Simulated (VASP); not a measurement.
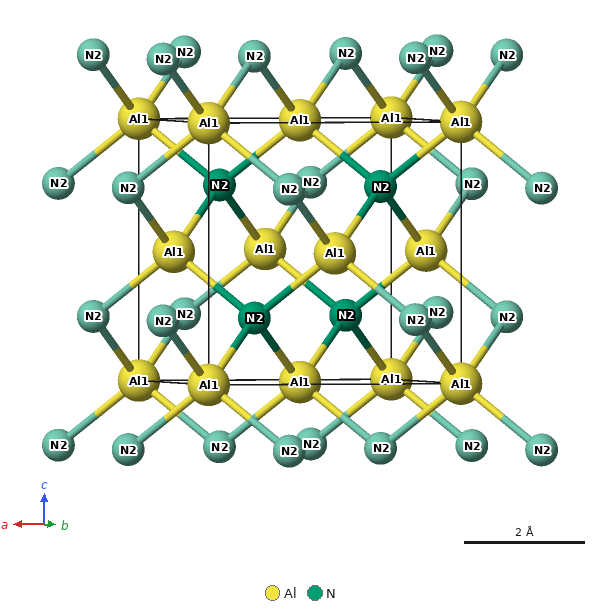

Fig. 1: The structure as given in the input (ball-and-stick view of the cell 4 times as large as that of the calculation, set on its symmetry axes, seen at an oblique angle; neighbours outside the cell are drawn fainter; atoms are numbered from 1 in the order of the input). An atom can appear more than once, as a periodic image. Near neighbours in the periodic cell (some may lie outside the picture): Al has 4 N at 1.89 Å; N has 4 Al at 1.89 Å.

**What a change does: single-point calculation on AlN**

System: AlN (F-43m, 2 atoms in the cell).
Method of the first run: Kohn-Sham DFT of a periodic cell, PBE, VASP PAW PBE potentials, recommended, no spin polarisation (VASP 6.6.1).

The structure derives from a Materials Project entry. 

INCAR, the first run:
```
PREC     = Accurate       # precision mode
ENCUT    = 520            # plane-wave cutoff, eV
EDIFF    = 1E-7           # SCF threshold, eV
ISMEAR   = 0              # smearing method
SIGMA    = 0.02           # smearing width, eV
LREAL    = False          # projectors in reciprocal space
LASPH    = True           # aspherical terms in the spheres
NELM     = 60             # most SCF steps
ALGO     = Normal         # electronic algorithm
ISIF     = 2              # what is computed and relaxed
LWAVE    = False          # write WAVECAR
LCHARG   = False          # write CHGCAR
GGA      = PE             # functional
```

KPOINTS, the first run:
```
regular mesh
0
Gamma
  10 10 10
```

POSCAR, the first run:
```
AlN
1.0
    0.0000000000      2.1839935600      2.1839935600
    2.1839935600      0.0000000000      2.1839935600
    2.1839935600      2.1839935600      0.0000000000
Al N
1 1
Direct
    0.0000000000      0.0000000000      0.0000000000
    0.7500000000      0.7500000000      0.7500000000
```

Command:
```bash
cat potpaw_PBE.64/Al/POTCAR potpaw_PBE.64/N/POTCAR > POTCAR
mpirun -np 1 vasp_std > vasp.out
```

Hardware: 1 thread of Intel Xeon (Sapphire Rapids), 176 GiB of memory available, shared host.

OSZICAR and lines of OUTCAR (the first run):
```
N       E                     dE             d eps       ncg     rms          rms(c)
DAV:   1     0.111410317092E+02    0.11141E+02   -0.41382E+03   800   0.841E+02
DAV:   2    -0.166463067312E+02   -0.27787E+02   -0.26910E+02  1016   0.146E+02
DAV:   3    -0.172188181140E+02   -0.57251E+00   -0.57251E+00   848   0.265E+01
DAV:   4    -0.172209487448E+02   -0.21306E-02   -0.21306E-02  1152   0.151E+00
DAV:   5    -0.172209517910E+02   -0.30462E-05   -0.30462E-05   824   0.456E-02    0.863E+00
DAV:   6    -0.148562460440E+02    0.23647E+01   -0.13515E+01   816   0.237E+01    0.293E+00
DAV:   7    -0.148465307786E+02    0.97153E-02   -0.10756E-01   808   0.339E+00    0.200E+00
DAV:   8    -0.148406413960E+02    0.58894E-02   -0.18391E-02   864   0.188E+00    0.407E-01
DAV:   9    -0.148403436800E+02    0.29772E-03   -0.80673E-04  1040   0.225E-01    0.207E-01
DAV:  10    -0.148404498807E+02   -0.10620E-03   -0.25147E-04   824   0.138E-01    0.305E-02
DAV:  11    -0.148404489386E+02    0.94218E-06   -0.51753E-06   984   0.184E-02    0.140E-02
DAV:  12    -0.148404491304E+02   -0.19179E-06   -0.98480E-07   800   0.968E-03    0.109E-03
DAV:  13    -0.148404491376E+02   -0.72196E-08   -0.10169E-08   512   0.108E-03
   1 F= -.14840449E+02 E0= -.14840449E+02  d E =-.644263E-34
[... from OUTCAR:]
  free energy    TOTEN  =       -14.84044914 eV
  energy without entropy =      -14.84044914  energy(sigma->0) =      -14.84044914
 E-fermi :   6.1352     XC(G=0): -10.9336     alpha+bet :-15.9516
  free  energy   TOTEN  =       -14.8404491376 eV
  energy  without entropy=      -14.8404491376  energy(sigma->0) =      -14.84044914
```

For the second run the input was changed thus:
```diff
-ENCUT    = 520            # plane-wave cutoff, eV
+ENCUT    = 400            # plane-wave cutoff, eV
```

Predict how the results change.

The free energy of the second run is 0.29 meV per atom higher, which measures how much it depends on this numerical setting. The pressure goes from 4.60 to 1.08 GPa. More plane waves can only lower the energy of a fixed Hamiltonian, so the higher cutoff gives the lower value. The lower cutoff gives the lower pressure, as an incomplete plane-wave basis does (Pulay stress). The SCF takes 12 iterations against 13. The plane waves at Γ go from 571.0 to 388.0.

OSZICAR and lines of OUTCAR (the second run):
```
N       E                     dE             d eps       ncg     rms          rms(c)
DAV:   1     0.248773928450E+01    0.24877E+01   -0.35459E+03   848   0.652E+02
DAV:   2    -0.168633907900E+02   -0.19351E+02   -0.18410E+02   936   0.111E+02
DAV:   3    -0.171951631436E+02   -0.33177E+00   -0.33177E+00   984   0.180E+01
DAV:   4    -0.171959131903E+02   -0.75005E-03   -0.75005E-03  1024   0.808E-01
DAV:   5    -0.171959142756E+02   -0.10853E-05   -0.10853E-05   976   0.270E-02    0.856E+00
DAV:   6    -0.148567045901E+02    0.23392E+01   -0.13369E+01   752   0.227E+01    0.301E+00
DAV:   7    -0.148456045660E+02    0.11100E-01   -0.93545E-02   816   0.317E+00    0.207E+00
DAV:   8    -0.148399867291E+02    0.56178E-02   -0.17639E-02   848   0.180E+00    0.407E-01
DAV:   9    -0.148397579592E+02    0.22877E-03   -0.63218E-04  1056   0.184E-01    0.214E-01
DAV:  10    -0.148398690275E+02   -0.11107E-03   -0.22932E-04   808   0.133E-01    0.303E-02
DAV:  11    -0.148398682970E+02    0.73052E-06   -0.31036E-06   984   0.139E-02    0.149E-02
DAV:  12    -0.148398683470E+02   -0.50049E-07   -0.84383E-07   784   0.850E-03
   1 F= -.14839868E+02 E0= -.14839868E+02  d E =-.397906E-30
[... from OUTCAR:]
  free energy    TOTEN  =       -14.83986835 eV
  energy without entropy =      -14.83986835  energy(sigma->0) =      -14.83986835
 E-fermi :   6.1417     XC(G=0): -10.9340     alpha+bet :-15.9516
  free  energy   TOTEN  =       -14.8398683470 eV
  energy  without entropy=      -14.8398683470  energy(sigma->0) =      -14.83986835
```

The two runs side by side:

```tsv
quantity	the first run	the second run
outcome	converged	converged
free energy per atom (eV)	−7.4202	−7.4199
gap on the mesh (eV)	3.32	3.30
pressure (GPa)	4.60	1.08
largest force (eV/Å)	0.000	0.000
SCF iterations	13	12
irreducible k-points	47	47
plane waves at Γ	571	388
```
